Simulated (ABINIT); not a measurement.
**Geometry relaxation of PbS (part 1 of 2)**

System: PbS (Fm-3m, 2 atoms in the cell).
Method: Kohn-Sham DFT of a periodic cell, PBE, spin-orbit coupling, JTH PAW PBE v2.0 sp, no spin polarisation (ABINIT 10.8.3).

The structure derives from an entry of the Crystallography Open Database.

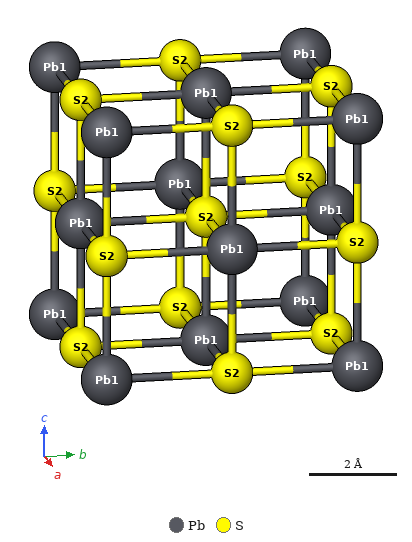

Fig. 1: The input geometry (ball-and-stick view of the cell 4 times as large as that of the calculation, set on its symmetry axes, seen slightly off an axis; atoms are numbered from 1 in the order of the input). Near neighbours in the crystal (not all of them lie inside the picture): Pb has 6 S at 2.97 Å; S has 6 Pb at 2.97 Å.

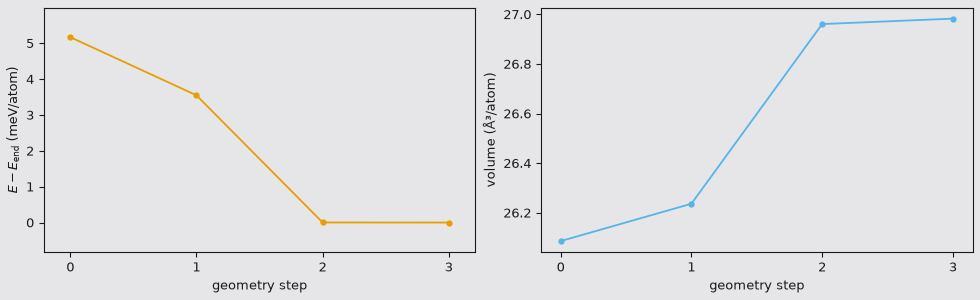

Fig. 2: Progress of the relaxation, step by step (steps are counted from 0).

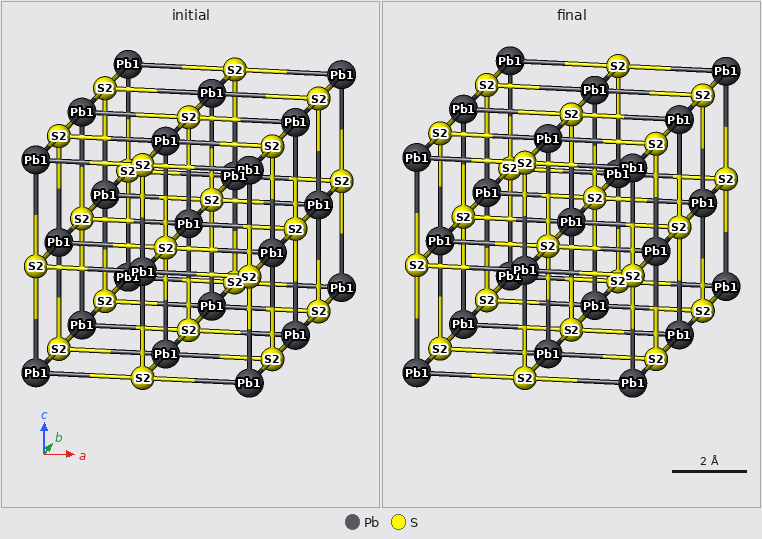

Fig. 3: Before (left) and after (right) the relaxation, at one scale (ball-and-stick view of the cell 4 times as large as that of the calculation, set on its symmetry axes, repeated 1 × 2 × 1, seen slightly off an axis). The energy falls by 5.2 meV per atom in 3 geometry steps. All forces vanish by symmetry, so only the cell relaxes. No atom moves by more than 0.005 Å relative to the cell. The drawn cell changes as follows: a = b = c 5.931 → 5.999 Å (+1.1 %); the volume changes by +3.4 %. Distances before and after: Pb1–S2 2.966 → 2.999 Å. The space group stays Fm-3m (No. 225). (Atoms are counted from 1 in the order of the input.)

The input and output of the run follow.

The input
```
pp_dirpath "./"
pseudos "Pb.GGA_PBE-JTH_sp.xml, S.GGA_PBE-JTH.xml"

acell 3*1.0 Angstrom
rprim
     0.0000000000     2.9657500000     2.9657500000
     2.9657500000     0.0000000000     2.9657500000
     2.9657500000     2.9657500000     0.0000000000
ntypat 2
znucl 82 16
natom 2
typat 1 2
chkprim 0
chksymtnons 0
tolsym 1.0e-6
xred
            0.0            0.0            0.0
            1/2            1/2            1/2

ecut 544.227725 eV
pawecutdg 40.0
ecutsm 0.5

kptopt 4
ngkpt 6 6 6
nshiftk 1
shiftk 0.0 0.0 0.0

ixc 11

nband 18
occopt 3
tsmear 0.05 eV

nspinor 2
nspden 1
pawspnorb 1

nstep 80
tolvrs 1.0e-10

iomode 3
prteig 0
prtebands 0
prtwf 0
prtden 0

ionmov 2
optcell 2
ntime 50
tolmxf 2.0e-5
dilatmx 1.08
```

Run as:
```bash
abinit run.abi > log 2>&1
```

The program's output
```
.Version 10.8.3 of ABINIT
 Symmetries : space group F4 3 2 (#209); Bravais cF (face-center cubic)
================================================================================
 Values of the parameters that define the memory need of the present run
     intxc =       0    ionmov =       2      iscf =      17    lmnmax =      13
     lnmax =       5     mgfft =      36  mpssoang =       3    mqgrid =    3001
     natom =       2  nloc_mem =       2    nspden =       1   nspinor =       2
    nsppol =       1      nsym =      24    n1xccc =       1    ntypat =       2
    occopt =       3   xclevel =       2
       mpw =        1917          nfft =       46656          nkpt =          17
 PAW method is used; the additional fine FFT grid is defined by:
   mgfftf=        50    nfftf =    125000
================================================================================
================================================================================

--------------------------------------------------------------------------------
------------- Echo of variables that govern the present computation ------------
--------------------------------------------------------------------------------
 -outvars: echo values of preprocessed input variables --------
            acell      1.8897261259E+00  1.8897261259E+00  1.8897261259E+00 Bohr
              amu      2.07200000E+02  3.20660000E+01
          chkprim           0
      chksymtnons           0
          dilatmx      1.08000000E+00
             ecut      2.00000000E+01 Hartree
           ecutsm      5.00000000E-01 Hartree
           ionmov           2
              ixc          11
           kptopt           4
         kptrlatt        6    0    0      0    6    0      0    0    6
          kptrlen      4.75553798E+01
            natom           2
            nband          18
            ngfft          36      36      36
          ngfftdg          50      50      50
             nkpt          17
          nspinor           2
            nstep          80
             nsym          24
            ntime          50
           ntypat           2
           occopt           3
          optcell           2
        pawcpxocc           2
        pawecutdg      4.00000000E+01 Hartree
        pawspnorb           1
         pawxcdev           0
           prtden           0
        prtebands           0
           prteig           0
            prtwf           0
            rprim      0.0000000000E+00  2.9657500000E+00  2.9657500000E+00
                       2.9657500000E+00  0.0000000000E+00  2.9657500000E+00
                       2.9657500000E+00  2.9657500000E+00  0.0000000000E+00
          spgroup         209
           tolmxf      2.00000000E-05
           tolsym      1.00000000E-06
           tolvrs      1.00000000E-10
           tsmear      1.83746611E-03 Hartree
            typat      1  2
           useylm           1
           xangst      0.0000000000E+00  0.0000000000E+00  0.0000000000E+00
                       2.9657500000E+00  2.9657500000E+00  2.9657500000E+00
            xcart      0.0000000000E+00  0.0000000000E+00  0.0000000000E+00
                       5.6044552579E+00  5.6044552579E+00  5.6044552579E+00
             xred      0.0000000000E+00  0.0000000000E+00  0.0000000000E+00
                       5.0000000000E-01  5.0000000000E-01  5.0000000000E-01
            znucl       82.00000   16.00000

================================================================================

 chkinp: Checking input parameters for consistency.

================================================================================
== DATASET  1 ==================================================================

--- !DatasetInfo
iteration_state: {dtset: 1, }
dimensions: {natom: 2, nkpt: 17, mband: 18, nsppol: 1, nspinor: 2, nspden: 1, mpw: 1917, }
cutoff_energies: {ecut:  20.0, pawecutdg:  40.0, }
electrons: {nelect:   1.00000000E+01, charge:   0.00000000E+00, occopt:   3.00000000E+00, tsmear:   1.83746611E-03, }
meta: {optdriver: 0, ionmov: 2, optcell: 2, iscf: 17, paral_kgb: 0, }
...

 Exchange-correlation functional for the present dataset will be:
  GGA: Perdew-Burke-Ernzerhof functional - ixc=11
  J.P.Perdew, K.Burke, M.Ernzerhof, PRL 77, 3865 (1996)

 Real(R)+Recip(G) space primitive vectors, cartesian coordinates (Bohr,Bohr^-1):
 R(1)=  0.0000000  5.6044553  5.6044553  G(1)= -0.0892147  0.0892147  0.0892147
 R(2)=  5.6044553  0.0000000  5.6044553  G(2)=  0.0892147 -0.0892147  0.0892147
 R(3)=  5.6044553  5.6044553  0.0000000  G(3)=  0.0892147  0.0892147 -0.0892147
 Unit cell volume ucvol=  3.5207097E+02 bohr^3
 Angles (23,13,12)=  6.00000000E+01  6.00000000E+01  6.00000000E+01 degrees

 Coarse grid specifications (used for wave-functions):

 getcut: wavevector=  0.0000  0.0000  0.0000  ngfft=  36  36  36
         ecut(hartree)=     23.328   => boxcut(ratio)=   2.08906

 Fine grid specifications (used for densities):

 getcut: wavevector=  0.0000  0.0000  0.0000  ngfft=  50  50  50
         ecut(hartree)=     46.656   => boxcut(ratio)=   2.05247

--- Pseudopotential description ------------------------------------------------
- pspini: atom type   1  psp file is ./Pb.GGA_PBE-JTH_sp.xml
 Pseudopotential format is: paw10
 basis_size (lnmax)=  5 (lmn_size= 13), orbitals=   0   0   1   1   2
 Spheres core radius: rc_sph= 2.91365156
 Shapefunction is SIN type: shapef(r)=[sin(pi*r/rshp)/(pi*r/rshp)]**2
 Radius for shape functions =  2.21205640
 Compensation charge density is not taken into account in XC energy/potential

- pspini: atom type   2  psp file is ./S.GGA_PBE-JTH.xml
 Pseudopotential format is: paw10
 basis_size (lnmax)=  4 (lmn_size=  8), orbitals=   0   0   1   1
 Spheres core radius: rc_sph= 1.90380259
 Shapefunction is SIN type: shapef(r)=[sin(pi*r/rshp)/(pi*r/rshp)]**2
 Radius for shape functions =  1.40128485
 Compensation charge density is not taken into account in XC energy/potential

   4.40830107E+02                                ecore*ucvol(ha*bohr**3)
--------------------------------------------------------------------------------

================================================================================

=== [ionmov= 2] Broyden-Fletcher-Goldfarb-Shanno method (forces)
================================================================================

--- Iteration: ( 1/50) Internal Cycle: (1/1)
--------------------------------------------------------------------------------

---SELF-CONSISTENT-FIELD CONVERGENCE--------------------------------------------

--- !BeginCycle
iteration_state: {dtset: 1, itime: 1, icycle: 1, }
solver: {iscf: 17, nstep: 80, nline: 4, wfoptalg: 10, }
tolerances: {tolvrs: 1.00E-10, }
...

     iter   Etot(hartree)      deltaE(h)  residm     nres2
 ETOT  1  -13.630960190104    -1.363E+01 2.644E-01 1.694E+00
 ETOT  2  -14.089183529624    -4.582E-01 2.180E-02 5.632E+00
 ETOT  3  -14.074091939769     1.509E-02 5.536E-03 1.960E+00
 ETOT  4  -14.066576037766     7.516E-03 6.530E-04 7.756E-02
 ETOT  5  -14.066932163418    -3.561E-04 2.479E-04 2.437E-02
 ETOT  6  -14.066904693614     2.747E-05 2.018E-04 3.259E-03
 ETOT  7  -14.066905988154    -1.295E-06 3.074E-04 1.757E-03
 ETOT  8  -14.066908754771    -2.767E-06 1.393E-04 3.164E-04
 ETOT  9  -14.066907663030     1.092E-06 8.249E-05 2.180E-05
 ETOT 10  -14.066907768804    -1.058E-07 3.113E-05 6.899E-06
 ETOT 11  -14.066907753654     1.515E-08 1.563E-05 5.963E-07
 ETOT 12  -14.066907753428     2.260E-10 6.012E-06 2.120E-07
 ETOT 13  -14.066907753051     3.770E-10 2.854E-06 2.412E-08
 ETOT 14  -14.066907753025     2.646E-11 1.108E-06 6.141E-10
 ETOT 15  -14.066907753028    -3.233E-12 5.208E-07 2.136E-10
 ETOT 16  -14.066907753027     7.514E-13 2.029E-07 2.067E-11

 At SCF step   16       nres2   =  2.07E-11 < tolvrs=  1.00E-10 =>converged.

 Cartesian components of stress tensor (hartree/bohr^3)
  sigma(1 1)= -6.40282474E-05  sigma(3 2)=  0.00000000E+00
  sigma(2 2)= -6.40282474E-05  sigma(3 1)=  0.00000000E+00
  sigma(3 3)= -6.40282474E-05  sigma(2 1)=  0.00000000E+00

--- !ResultsGS
iteration_state: {dtset: 1, itime: 1, icycle: 1, }
comment   : Summary of ground state results
lattice_vectors:
- [  0.0000000,   5.6044553,   5.6044553, ]
- [  5.6044553,   0.0000000,   5.6044553, ]
- [  5.6044553,   5.6044553,   0.0000000, ]
lattice_lengths: [   7.92590,    7.92590,    7.92590, ]
lattice_angles: [ 60.000,  60.000,  60.000, ] # degrees, (23, 13, 12)
lattice_volume:   3.5207097E+02
convergence: {deltae:  7.514E-13, res2:  2.067E-11, residm:  2.029E-07, diffor: null, }
etotal    :  -1.40669078E+01
entropy   :   0.00000000E+00
fermie    :   7.42121003E-02
cartesian_stress_tensor: # hartree/bohr^3
- [ -6.40282474E-05,   0.00000000E+00,   0.00000000E+00, ]
- [  0.00000000E+00,  -6.40282474E-05,   0.00000000E+00, ]
- [  0.00000000E+00,   0.00000000E+00,  -6.40282474E-05, ]
pressure_GPa:   1.8838E+00
xred      :
- [  0.0000E+00,   0.0000E+00,   0.0000E+00, Pb]
- [  5.0000E-01,   5.0000E-01,   5.0000E-01,  S]
cartesian_forces: # hartree/bohr
- [ -0.00000000E+00,  -0.00000000E+00,  -0.00000000E+00, ]
- [ -0.00000000E+00,  -0.00000000E+00,  -0.00000000E+00, ]
force_length_stats: {min:   0.00000000E+00, max:   0.00000000E+00, mean:   0.00000000E+00, }
...

 Integrated electronic density in atomic spheres:
 ------------------------------------------------
 Atom  Sphere_radius  Integrated_density
    1        2.91365          2.54047627
    2        1.90380          3.51065391

---OUTPUT-----------------------------------------------------------------------

 Cartesian coordinates (xcart) [bohr]
  0.00000000000000E+00  0.00000000000000E+00  0.00000000000000E+00
  5.60445525791100E+00  5.60445525791100E+00  5.60445525791100E+00
 Reduced coordinates (xred)
  0.00000000000000E+00  0.00000000000000E+00  0.00000000000000E+00
  5.00000000000000E-01  5.00000000000000E-01  5.00000000000000E-01
 Cartesian forces (fcart) [Ha/bohr]; max,rms= 0.00000E+00 0.00000E+00 (free atoms)
 -0.00000000000000E+00 -0.00000000000000E+00 -0.00000000000000E+00
 -0.00000000000000E+00 -0.00000000000000E+00 -0.00000000000000E+00
 Gradient of E wrt nuclear positions in reduced coordinates (gred)
  0.00000000000000E+00  0.00000000000000E+00  0.00000000000000E+00
  0.00000000000000E+00  0.00000000000000E+00  0.00000000000000E+00
 Scale of Primitive Cell (acell) [bohr]
  1.88972612590778E+00  1.88972612590778E+00  1.88972612590778E+00
 Real space primitive translations (rprimd) [bohr]
  0.00000000000000E+00  5.60445525791101E+00  5.60445525791101E+00
  5.60445525791101E+00  0.00000000000000E+00  5.60445525791101E+00
  5.60445525791101E+00  5.60445525791101E+00  0.00000000000000E+00
 Unitary Cell Volume (ucvol) [Bohr^3]=  3.52070968442657E+02
 Angles (23,13,12)= [degrees]
  6.00000000000000E+01  6.00000000000000E+01  6.00000000000000E+01
 Lengths [Bohr]
  7.92589663545095E+00  7.92589663545095E+00  7.92589663545095E+00
 Stress tensor in cartesian coordinates (strten) [Ha/bohr^3]
 -6.40282473864328E-05  0.00000000000000E+00  0.00000000000000E+00
  0.00000000000000E+00 -6.40282473864332E-05  0.00000000000000E+00
  0.00000000000000E+00  0.00000000000000E+00 -6.40282473864323E-05
 Total energy (etotal) [Ha]= -1.40669077530271E+01

--- Iteration: ( 2/50) Internal Cycle: (1/1)
--------------------------------------------------------------------------------

---SELF-CONSISTENT-FIELD CONVERGENCE--------------------------------------------

--- !BeginCycle
iteration_state: {dtset: 1, itime: 2, icycle: 1, }
solver: {iscf: 17, nstep: 80, nline: 4, wfoptalg: 10, }
tolerances: {tolvrs: 1.00E-10, }
...

     iter   Etot(hartree)      deltaE(h)  residm     nres2
 ETOT  1  -14.067050225994    -1.407E+01 2.774E-06 1.434E-02
 ETOT  2  -14.067032987847     1.724E-05 8.137E-08 2.600E-03
 ETOT  3  -14.067026726656     6.261E-06 2.251E-07 1.508E-04
 ETOT  4  -14.067026832795    -1.061E-07 1.695E-08 1.332E-05
 ETOT  5  -14.067026840467    -7.672E-09 1.069E-08 3.091E-06
 ETOT  6  -14.067026856815    -1.635E-08 1.072E-08 6.105E-08
 ETOT  7  -14.067026857596    -7.805E-10 3.987E-09 8.455E-09
 ETOT  8  -14.067026857748    -1.527E-10 2.708E-09 4.893E-10
 ETOT  9  -14.067026857747     1.743E-12 2.633E-09 3.902E-11

 At SCF step    9       nres2   =  3.90E-11 < tolvrs=  1.00E-10 =>converged.

 Cartesian components of stress tensor (hartree/bohr^3)
  sigma(1 1)= -5.26029216E-05  sigma(3 2)=  0.00000000E+00
  sigma(2 2)= -5.26029216E-05  sigma(3 1)=  0.00000000E+00
  sigma(3 3)= -5.26029216E-05  sigma(2 1)=  0.00000000E+00
```
